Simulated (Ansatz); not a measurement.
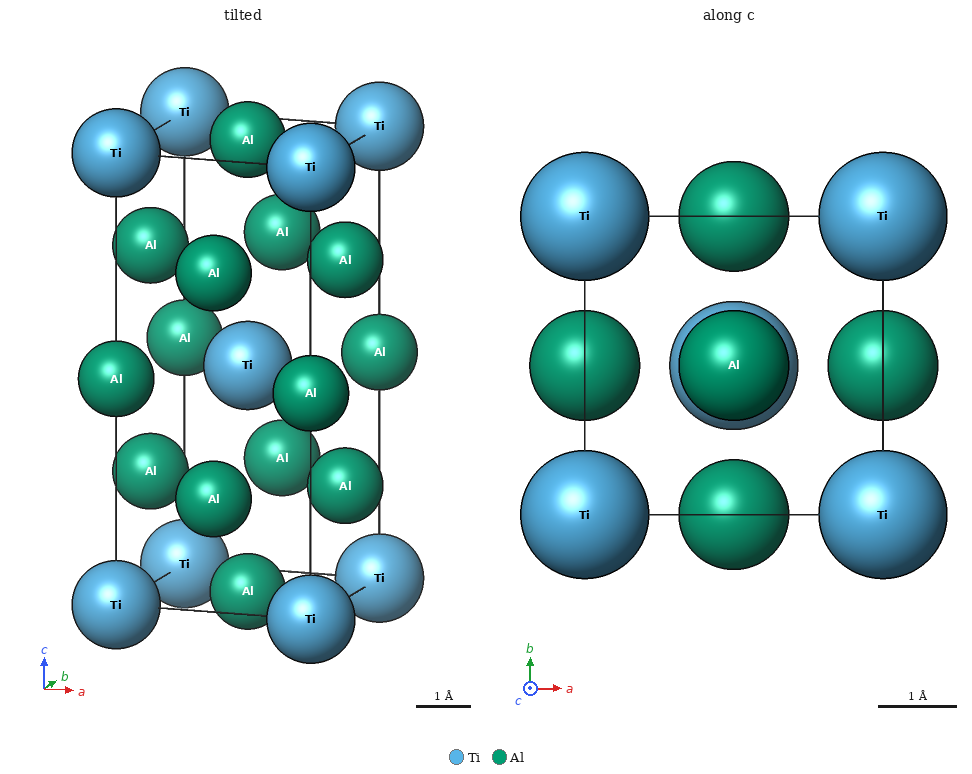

A spheres-only rendering, viewed slightly off an axis and along the c axis. The frame is the conventional unit cell; atoms at its boundary are shown with their periodic copies. Cell: a = 3.82 Å, b = 3.82 Å, c = 8.56 Å, α = 90.00°, β = 90.00°, γ = 90.00°.

The structure comes from a structure listed in the Materials Project. Earlier steps of the study may have refined or changed the cell and positions. It went into a calculation with Ansatz.

> In words:

The material is TiAl3. The symmetry is that of I4/mmm (No. 139), on a body-centred tetragonal lattice. Counting shared atoms by their share gives 2 Ti, 6 Al, or 8 atoms. The neighbours of Ti are twelve Al in a distorted cuboctahedral arrangement at about 2.7 to 2.9 Å. Al bonds to eight Al and four Ti in a distorted cuboctahedral arrangement (about 2.7 to 2.9 Å to Al, 2.7 to 2.9 Å to Ti).

Method used: DFT r2SCAN, scalar-relativistic, plane waves, PAW in Ansatz. It ran with a 500 eV plane-wave basis, k-points about 0.15 Å⁻¹ apart, Gaussian smearing of 0.1 eV, no spin polarisation.

> What does the calculation say: metal or gapped?

A metal: bands cross the Fermi level.

> Predict the Bader charges.

Ti +0.91 e; Al -0.30 e.

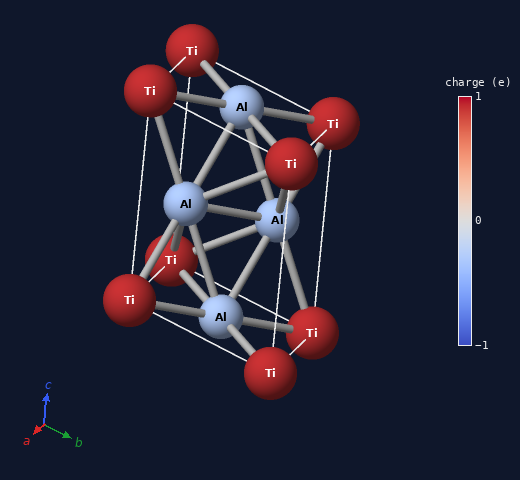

The atoms coloured by those charges. The run's cell of 4 atoms is drawn in a reduced setting, so axes and origin can differ from the first picture.

> Do the forces and the stress vanish for this geometry?

Yes. All forces vanish to within 0.01 eV/Å. The pressure is 0.0 GPa, close to zero.
